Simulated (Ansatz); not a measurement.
Run report: AlGa₃N₄, single-point calculation

AlGa₃N₄ (8 atoms in the cell), computed with DFT PBEsol, scalar-relativistic, plane waves, PAW, no spin polarisation (Ansatz 0.2.0).

The structure derives from a Materials Project entry. It belongs to a series of runs on one base structure; here: the same crystal in its conventional cell. Figures and captions count atoms from 1; the log counts them from 0 in places.

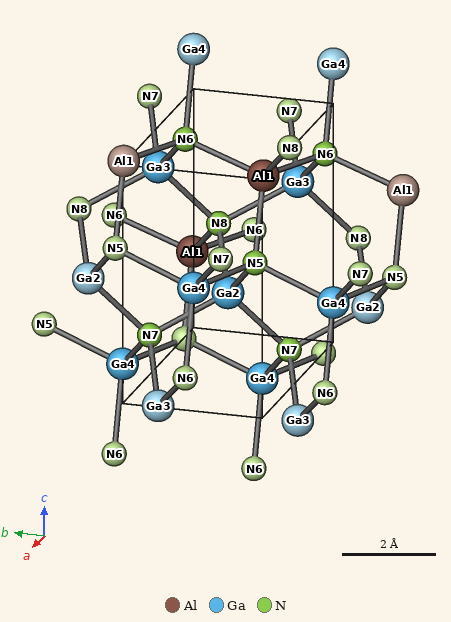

Fig. 1: The structure as given in the input (ball-and-stick view of the cell of the calculation, seen at an oblique angle; neighbours outside the cell are drawn fainter; atoms are numbered from 1 in the order of the input). An atom can appear more than once, as a periodic image. Near neighbours in the periodic cell (some may lie outside the picture): Al has 4 N at 1.89 to 1.90 Å; Ga has 4 N at 1.94 to 1.96 Å; N has 1 Al at 1.89 to 1.90 Å and 3 Ga at 1.94 to 1.95 Å; N has 2 Al at 1.90 Å and 2 Ga at 1.96 Å; N has 4 Ga at 1.94 to 1.95 Å.

## Results in brief

```tsv
quantity	value
outcome	converged
space group (tolerance 0.01 Å)	Pm (6)
electrons treated	62
free energy	−13274.4685 eV
Fermi energy	10.199 eV
gap on the k-point mesh	2.36 eV
pressure	−0.01 GPa
largest force (length of the vector)	0.004 eV/Å
hardware	2 threads of Intel Xeon @ 2.50GHz (Skylake/Cascade Lake), 192 GiB of memory available, shared host
wall time	19 s (CPU time 36 s)
peak memory	0.57 GiB
```

## Input file
```yaml
crystal:
  lattice:
    - [5.142351204, 0.0, 0.0]
    - [0.0, 3.1649848011, 0.0]
    - [-0.0034562421, 0.0, 5.4784942212]
  atoms:
    - { symbol: Al, position: [0.0006034235, 0.5, 0.6673576246] }
    - { symbol: Ga, position: [0.4991167026, 0.5, 0.3349195796] }
    - { symbol: Ga, position: [0.499027384, 0.0, 0.8315570006] }
    - { symbol: Ga, position: [0.9998617813, 0.0, 0.1661805284] }
    - { symbol: "N", position: [0.1196687536, 0.5, 0.3400974151] }
    - { symbol: "N", position: [0.1176459797, 0.0, 0.8263760593] }
    - { symbol: "N", position: [0.6204436392, 0.0, 0.1662162869] }
    - { symbol: "N", position: [0.6312323461, 0.5, 0.6672965055] }
basis:
  ecutwfc: 420
kpoints:
  mp_grid: { grid: [6, 8, 6] }
hamiltonian:
  xc: pbesol
scf:
  occupations: { method: gaussian, width: 0.02 }
output:
  forces: true
  stress: true
  eigenvalues: true
```

Command:
```bash
ansatz run input.yaml --threads 2 --pin off --max-ram 5120MiB --backend cpu --events-out ev --progress --plain --runs-dir out
```

## Output
```
Engine: ansatz 0.2.0, x86_64-unknown-linux-gnu
Pseudopotentials: kind: paw
Pseudopotential: Al, paw, valence charge 3, recommended cutoff 420 eV (normal), Al.paw.azcp
Pseudopotential: Ga, paw, valence charge 13, recommended cutoff 420 eV (normal), Ga.paw.azcp
Pseudopotential: N, paw, valence charge 5, recommended cutoff 420 eV (normal), N.paw.azcp
Functional definition: PBEsol
  exchange = pbesol_x
  correlation = pbesol_c
Crystal: 8 atoms, lattice volume = 89.165 Å³
Basis set: ecut = 420 eV, 1749 PW (Γ), exchange–correlation on 72×48×80 points (8 copies of the dense FFT grid, shifted against one another)
Bands: 39, of which v1, the nominal top of the filled ones, is band 31 counted from 1 (30 counted from 0)
Symmetry: 2 space group operations
Space group: Pm (ITA 6), of the structure as read, at distance tolerance 4.5e-5 Å
k-points: 100 of 288 (time reversal used)
Non-local potential: Al, projectors of the file, l = 0: 2, l = 1: 2, l = 2: 1
Non-local potential: Ga, projectors of the file, l = 0: 2, l = 1: 2, l = 2: 3, l = 3: 1
Non-local potential: N, projectors of the file, l = 0: 2, l = 1: 2, l = 2: 1
PAW form: soft (Blöchl's): semilocal exchange-correlation on the pseudo side does not see the compensation charge
PAW frozen core: Al, regenerated for the run's functional, and the local potential with it (the file was generated under x = pbe(κ = 0.804, μ = 0.2195149727645171), c = pbe(β = 0.06672455060314922))
PAW frozen core: Ga, regenerated for the run's functional, and the local potential with it (the file was generated under x = pbe(κ = 0.804, μ = 0.2195149727645171), c = pbe(β = 0.06672455060314922))
PAW frozen core: N, regenerated for the run's functional, and the local potential with it (the file was generated under x = pbe(κ = 0.804, μ = 0.2195149727645171), c = pbe(β = 0.06672455060314922))
PAW one-centre angular grid: Al, 110 points (default); XC on 64 Gauss nodes
PAW one-centre angular grid: Ga, 590 points (default); XC on 64 Gauss nodes
PAW one-centre angular grid: N, 110 points (default); XC on 64 Gauss nodes
Initial density: superposition of atomic densities (neutral atoms: chi_scale 0, normalization atom), corrected by the library's trained network
Initial wavefunctions: pseudopotential atomic-orbital guess
Functional: x = pbesol(κ = 0.804, μ = 0.12345679012345678), c = pbesol(β = 0.046)
SCF iter   1: F=—  HF=-13274.507133 eV  |F-HF|=—  |Δ(HF+E_count)|=         —  Δρ=1.22e-2  dr2=1.33e-1  ethr=1.77e-3  ⟨swp⟩=6.3  Hψ=15745  notcnv=0
preconditioner: auto → Resta (q_TF=auto, 2.568 Å⁻¹)  ε∞=4.7  [insulator: Δε(μ)=2.277 eV  Ē_g=16.111 eV  σ=0.020 eV  W_gap=1.00  n_scr=22 (ndim 8)  ℏωp=31.0 eV  f_vac=0.000  D(μ)=0.00/eV (n_scr^D=0)  ε∞_Penn≈4.7]
SCF iter   2: F=—  HF=-13274.469181 eV  |F-HF|=—  |Δ(HF+E_count)|=   3.80e-2  Δρ=1.89e-3  dr2=3.42e-3  ethr=2.15e-4  ⟨swp⟩=2.0  Hψ=6049  notcnv=0  defer=307
SCF iter   3: F=—  HF=-13274.468638 eV  |F-HF|=—  |Δ(HF+E_count)|=   5.43e-4  Δρ=9.12e-4  dr2=7.55e-4  ethr=5.52e-6  ⟨swp⟩=2.8  Hψ=6272  notcnv=0  defer=207
automatic band count: iteration 3 solves 38 bands in place of 39: the levels show a gap, and the empty bands left out lie too high to hold charge; the band table lists the bands solved (type scf.n_extra_bands for more)
SCF iter   4: F=—  HF=-13274.468573 eV  |F-HF|=—  |Δ(HF+E_count)|=   6.54e-5  Δρ=2.52e-4  dr2=5.24e-5  ethr=1.22e-6  ⟨swp⟩=3.0  Hψ=7101  notcnv=0  defer=207
SCF iter   5: F=—  HF=-13274.468523 eV  |F-HF|=—  |Δ(HF+E_count)|=   4.94e-5  Δρ=1.15e-4  dr2=9.67e-6  ethr=8.46e-8  ⟨swp⟩=2.0  Hψ=6673  notcnv=0  defer=207
SCF iter   6: F=—  HF=-13274.468525 eV  |F-HF|=—  |Δ(HF+E_count)|=   2.13e-6  Δρ=3.79e-5  dr2=1.48e-6  ethr=1.56e-8  ⟨swp⟩=2.5  Hψ=6772  notcnv=0  defer=207
SCF iter   7: F=-13274.468525 eV  HF=-13274.468525 eV  |F-HF|=4.82e-10  |Δ(HF+E_count)|=   2.57e-7  Δρ=1.01e-5  dr2=8.47e-8  ethr=1.61e-10  ⟨swp⟩=7.2  Hψ=17899  notcnv=0
SCF 1 converged in 7 iterations: F = -13274.468525 eV  dr2 = 8.47e-8
  greatest PAW one-centre occupation: 0.995 electrons in one spin orbital (limit 2), on the Ga atom at site 3 (counted from 0), in its partial waves of l = 2
SCF converged after 7 iterations
Free energy (F): -13274.468525 eV
Harris-Foulkes:  -13274.468525 eV  (|F-HF|=4.82e-10)
Internal energy: -13274.468525 eV  (E = F + TS)
E sigma→0 (E₀):  -13274.468525 eV
Fermi energy:    10.198699 eV
--- Per-component energies (eV) ---
  E_band       = -18.395075
  E_kinetic    = 898.913529
  E_local      = -6609.802678  (includes V_loc(G=0)·N_el)
  E_nonlocal   = 1482.335414
  E_hartree    = 3027.144796
  E_xc         = -483.762379
  E_vxc        = -509.074830  (∫ρ·V_xc dr)
  E_paw        = -6805.903704  (= ΣΔE_a)
  E_vpaw       = -1335.045550  (= ΣTr[D̂ρ^β])
  E_aug_tail   = 0.000144  (compensation charges beyond the density's cutoff)
  E_ewald      = -4786.114115
  E_core_change = 2.720468  (= ΣΔE_core)
  E_smearing   = -0.000000  (= −TS)
  E_closure    = -0.000000  (closes the sum)
  Σ components = -13274.468525   (vs F -13274.468525, Δ=0.00e0)
--- Forces (eV/Å), atoms counted from 1 ---
  atom   1  Al     0.00313672     0.00000000     0.00079817
  atom   2  Ga     0.00191870     0.00000000     0.00244298
  atom   3  Ga     0.00298249     0.00000000    -0.00069651
  atom   4  Ga    -0.00439805     0.00000000    -0.00053757
  atom   5  N     -0.00081526     0.00000000     0.00051661
  atom   6  N     -0.00215566     0.00000000    -0.00000426
  atom   7  N      0.00222880     0.00000000    -0.00107248
  atom   8  N     -0.00288398     0.00000000    -0.00144929
  max |Σ_I F_I| component: 1.38e-5 eV/Å
--- Stress (GPa, compression-positive) ---
        0.006026       0.000000      -0.003241
        0.000000      -0.005807       0.000000
       -0.003215       0.000000      -0.022951
  P = ⅓ Tr σ = -0.0076 GPa (-0.076 kbar)
--- Band table (eV; the first three rows and the last of 100) ---
  k-point 0: bands = ["-6.7967", "-5.8739", "-5.6696", "-5.4090", "-4.2901", "-4.2890", "-4.2758", "-4.2291", "-4.1870", "-4.1372", "-4.1314", "-4.0910", "-4.0363", "-3.9876", "-3.9825", "-3.9312", "-3.0830", "-2.9503", "-2.3992", "2.0858", "2.7460", "4.0029", "4.9597", "6.3941", "6.8395", "7.8954", "7.9832", "8.1629", "8.9344", "8.9906", "9.0193", "11.3781", "13.6345", "14.1884", "14.7312", "15.4130", "18.0321", "18.5739"]
  k-point 1: bands = ["-6.7238", "-5.8965", "-5.6759", "-5.4194", "-4.2890", "-4.2819", "-4.2606", "-4.2246", "-4.1832", "-4.1385", "-4.1357", "-4.0914", "-4.0398", "-3.9982", "-3.9879", "-3.9355", "-3.3562", "-2.8910", "-2.3279", "2.1938", "2.9717", "4.1853", "4.7413", "6.4810", "7.1839", "7.5044", "7.8099", "8.1706", "8.4127", "8.8898", "8.9642", "11.8995", "14.0038", "14.2672", "14.8654", "15.4828", "17.8676", "18.3470"]
  k-point 2: bands = ["-6.5253", "-6.0073", "-5.6785", "-5.4397", "-4.2839", "-4.2675", "-4.2145", "-4.2069", "-4.1783", "-4.1450", "-4.1376", "-4.0912", "-4.0495", "-4.0207", "-4.0013", "-3.9412", "-3.7545", "-2.7799", "-2.3491", "2.4973", "3.3801", "4.1681", "5.1808", "6.4042", "6.7246", "7.3610", "7.5103", "7.8065", "8.2867", "8.7036", "8.8133", "12.8184", "14.1615", "14.7778", "15.1969", "15.8756", "17.2529", "17.8721"]
  k-point 99: bands = ["-5.8253", "-5.6559", "-5.5707", "-5.1929", "-4.2719", "-4.2430", "-4.1661", "-4.1622", "-4.1253", "-4.1158", "-4.0767", "-4.0369", "-4.0234", "-3.9527", "-3.9418", "-3.1936", "-2.7460", "-2.6558", "-2.5489", "2.3054", "2.4302", "2.4734", "3.1998", "6.9469", "7.0573", "7.1619", "7.1777", "7.2517", "7.2821", "7.3589", "7.3771", "13.3352", "13.4160", "13.4858", "13.8866", "16.2127", "16.8531", "17.0396"]
```

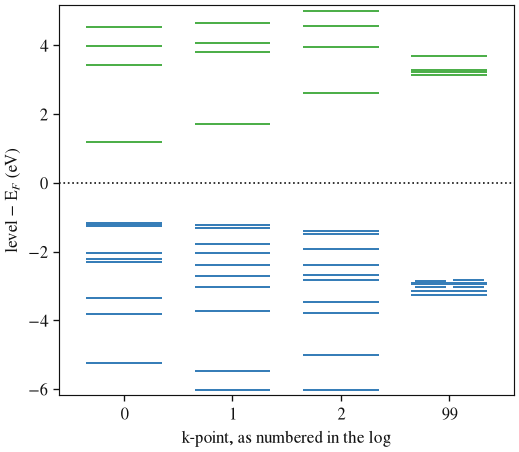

Fig. 2: Kohn–Sham levels near the Fermi level (dotted) at the few k-points that the log prints; levels within 0.02 eV of each other stand side by side. Among these points the highest filled and lowest empty levels are 2.36 eV apart, which is the gap on the mesh.
